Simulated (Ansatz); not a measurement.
Input

```
crystal:
  lattice:
    - [3.2553371795, 0.0, 0.0]
    - [-1.6276685897, 2.8192046953, 0.0]
    - [0.0, 0.0, 10.4149514991]
  atoms:
    - { symbol: Mg, position: [0.3333333333, 0.6666666667, 0.9695963559] }
    - { symbol: Mg, position: [0.0, 0.0, 0.220947389] }
    - { symbol: Mg, position: [0.0, 0.0, 0.720947389] }
    - { symbol: Mg, position: [0.6666666667, 0.3333333333, 0.4695963559] }
    - { symbol: O, position: [0.3333333333, 0.6666666667, 0.7799156657] }
    - { symbol: O, position: [0.0, 0.0, 0.5170567142] }
    - { symbol: O, position: [0.0, 0.0, 0.0295387694] }
    - { symbol: O, position: [0.6666666667, 0.3333333333, 0.2799156657] }
basis:
  ecutwfc: 420
kpoints:
  mp_grid: { grid: [9, 9, 4] }
hamiltonian:
  xc: pbesol
  pseudopotentials: { kind: paw, azcp: { folder: soft_1 } }
scf:
  occupations: { method: gaussian, width: 0.05 }
output:
  forces: true
  stress: true
  eigenvalues: true
  write_density: true
  write_potential: true
  elf: true
  volumetric_format: npy
```

Command:

```sh
ansatz run input.yaml --threads 2 --pin off --max-ram 4096MiB --backend cpu --events-out ev --progress --plain --runs-dir out
```

Below, planes, directions and counts refer to the conventional cell (a = 3.26 Å, b = 3.26 Å, c = 10.41 Å, α = 90.00°, β = 90.00°, γ = 120.00°).

Space group P3m1; a point of a scan over the structure, not its minimum; a structure from a database of computed crystals, not necessarily the ambient phase; changed on purpose from its base cell (atom 6 (O) moved by +0.000 A along [1 0 0] and -0.130 A along [0 0 1]); not relaxed (largest force 1.5 eV/Å); PAW files of the earlier set (soft_1).

Method: Ansatz, DFT PBEsol, scalar-relativistic, plane waves, PAW.

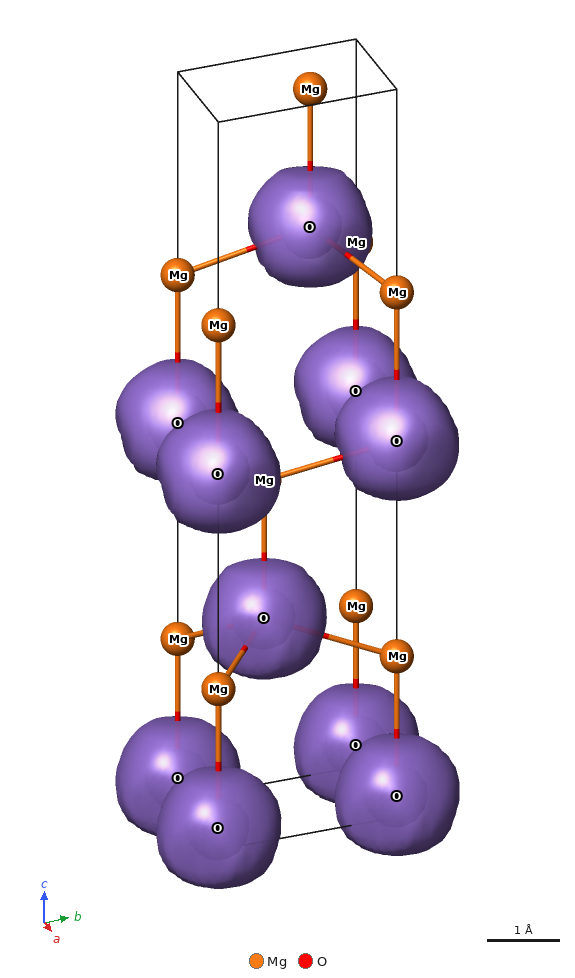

MgO. Isosurface of the electron localisation function at 0.75 (purple), seen slightly off an axis. Core shells and regions of very low density are left out. Sticks mark near contacts.

Core electrons are frozen (PAW), and the valence fields are smoothed inside the atomic spheres.

Where are the electrons localised?

The surface consists of four regions wrapped around O (the valence shell of each), counted in one cell of 8 atoms. Regions shared between cells count once. Along the contacts the grid gives the following. Mg–O (1.94 Å): the ELF peaks at about 0.85 in the valence shell of O, 0.7 Å from its nucleus, and is about 0.35 at the midpoint: an ionic contact with no shared pair. Mg–O (1.99 Å): the ELF peaks at about 0.85 in the valence shell of O, 0.7 Å from its nucleus, and is about 0.35 at the midpoint (a largely ionic contact).

Metal or insulator at this level of theory?

It is gapped, with a Kohn–Sham gap of 3.2 eV on the k-point mesh, an upper bound to the gap of this method.
